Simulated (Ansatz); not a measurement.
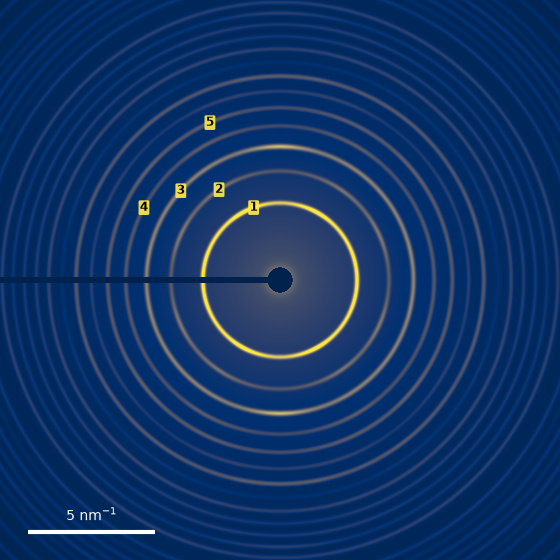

Simulated electron diffraction rings at 200 kV (λ = 0.0251 Å), scale in nm⁻¹ (radius = 1/d), for a sample with fibre texture (March–Dollase model, fibre axis vertical in the picture). Kinematic intensities with B = 0.5 Å² for all atoms, without multiple scattering; brightness goes as intensity to the power 0.5, clipped at the top. Reflections closer than the ring width show as one ring.

The sample is Sr, space group Im-3m, a = 4.672 Å, b = 4.672 Å, c = 4.672 Å, α = 90.00°, β = 90.00°, γ = 90.00°. It is based on coordinates from a relaxation with DFT PBEsol, scalar-relativistic, plane waves, PAW in Ansatz 0.2.0; the starting structure was generated, so it need not be a known form of this composition.

Index rings 1 to 5.

Answer.
```
ring     radius  d (Å)  hkl
   1  3.03 nm⁻¹   3.30  110
   2  4.28 nm⁻¹   2.34  200
   3  5.24 nm⁻¹  1.907  211
   4  6.05 nm⁻¹  1.652  220
   5  6.77 nm⁻¹  1.477  310
```

Which lattice planes lie preferentially normal to the fibre axis?

Answer. The (2 1 1) planes: ring 3 is concentrated at the top and bottom of the pattern (March parameter 0.35).
